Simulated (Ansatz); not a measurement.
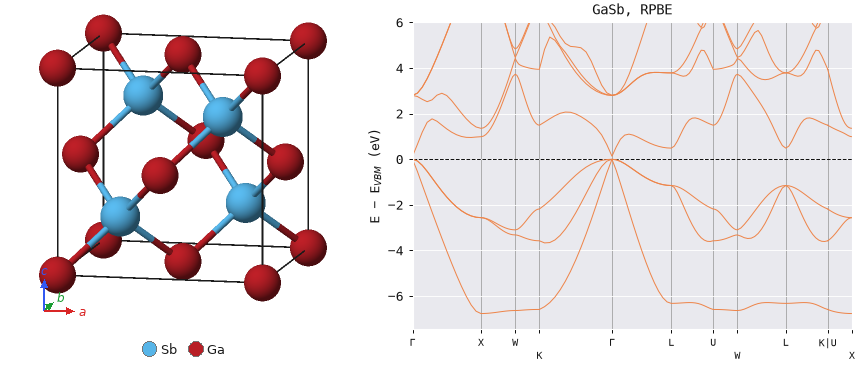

Band structure, beside the structure. Energies are counted from the top of the valence band.

Input of the run:

```yaml
crystal:
  lattice:
    - [0.0, 3.059, 3.059]
    - [3.059, 0.0, 3.059]
    - [3.059, 3.059, 0.0]
  atoms:
    - { symbol: Sb, position: [0.75, 0.75, 0.75] }
    - { symbol: Ga, position: [0.0, 0.0, 0.0] }
hamiltonian:
  xc: rpbe
  pseudopotentials: { kind: paw }
kpoints:
  mp_grid: { grid: [8, 8, 8] }
  band_path:
    path:
      - [[0.0, 0.0, 0.0], [0.5, 0.0, 0.5], [0.5, 0.25, 0.75], [0.375, 0.375, 0.75], [0.0, 0.0, 0.0], [0.5, 0.5, 0.5], [0.625, 0.25, 0.625], [0.5, 0.25, 0.75], [0.5, 0.5, 0.5], [0.375, 0.375, 0.75]]
      - [[0.625, 0.25, 0.625], [0.5, 0.0, 0.5]]
    npoints: 14
scf:
  occupations: { method: fermi_dirac, width: 0.05 }
  n_extra_bands: 6
output:
  forces: true
  stress: true
  eigenvalues: true
  fatbands: false
```

System: zincblende GaSb, space group F-43m (No. 216), 2 atoms in the primitive cell.

Method: RPBE, Ansatz PAW, no spin polarisation, no spin-orbit coupling, 8×8×8 k mesh, 420 eV cutoff, Fermi-Dirac smearing of 0.05 eV (Ansatz).

Q: Read off the fundamental gap and say whether it is direct.

A: A semiconductor. The gap along this path is 0.13 eV and direct: both edges lie at Γ.

Q: What are the direct gaps at X, W and Γ?

A: The direct gaps are 3.55 eV at X, 6.82 eV at W and 0.13 eV at Γ.

Q: How many bands meet at the valence-band top?

A: Three bands meet at the valence-band top at Γ: it is triply degenerate (spin aside).

Spin-orbit coupling is left out, which matters for Sb and can close so small a gap. The PAW data sets were made with another functional. LDA, GGA and most meta-GGA functionals understate gaps. The cell is at 4 GPa in this functional.
